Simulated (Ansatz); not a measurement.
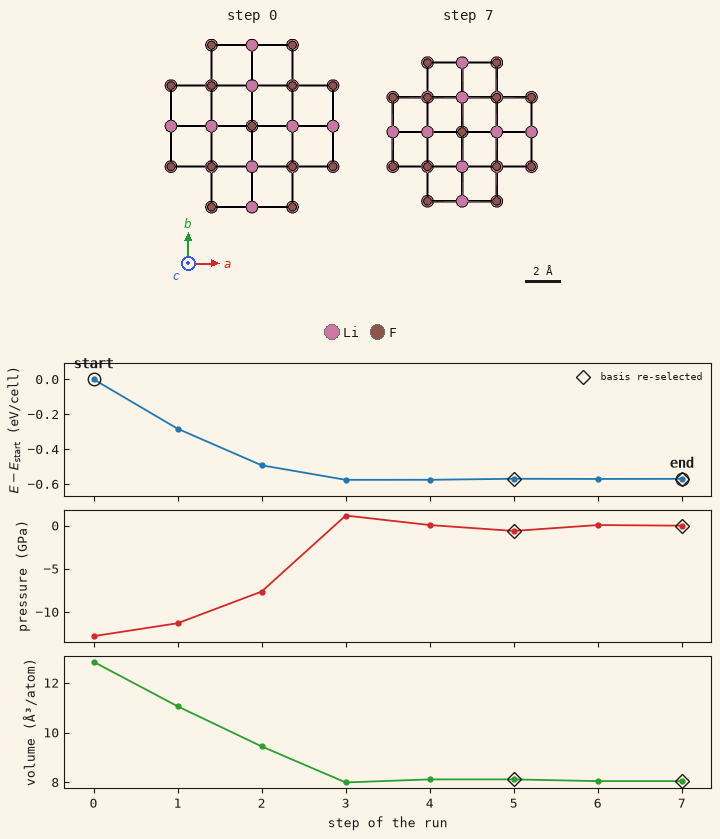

First and last geometry of a relaxation of solid LiF (a generated structure, set up in Fm-3m) (coarse preliminary run), with the history of the run. Style: ball-and-stick. Shown: the conventional cell (4 times the calculation's cell), along the c axis. Lengths and directions refer to the drawn axes.

Case: Cs → Li, I → F on all its sites, cell and atoms relaxed.

Level of theory: Ansatz, DFT PBEsol, scalar-relativistic, plane waves, PAW.

Input
```yaml
crystal:
  lattice:
    - [0.0, 2.3420185379, 2.3420185379]
    - [2.3420185379, 0.0, 2.3420185379]
    - [2.3420185379, 2.3420185379, 0.0]
  atoms:
    - { symbol: Li, position: [0.0, 0.0, 0.0] }
    - { symbol: F, position: [0.5, 0.5, 0.5] }
basis:
  ecutwfc: 420
kpoints:
  mp_grid: { grid: [8, 8, 8] }
hamiltonian:
  xc: pbesol
scf:
  occupations: { method: gaussian, width: 0.1 }
output:
  forces: true
  stress: true
  eigenvalues: true
relax:
  adjacent_minimum: "off"
  f_tol: 0.05
  max_steps: 60
  cell: { stress_tol: 0.5 }
```

Read the history and describe the run.

It converged. The energy falls by 0.570 eV per cell of the calculation in 5 accepted moves (7 points after the start). All forces vanish by symmetry, so only the cell relaxes. The pressure goes from −12.80 to 0.00 GPa. The SCF was repeated twice at an unchanged geometry on a basis and grid sized afresh for the cell, which shifted the energy by 5.8 meV per cell of the calculation at most. The atoms keep their places relative to the cell (all moves are under 0.005 Å). Cell: a = b = c 4.684 → 4.008 Å (−14.4 %). Volume −37.4 %. Near-neighbour distances that change, for instance: Li1–F2 2.342 → 2.004 Å. The space group stays Fm-3m (No. 225).
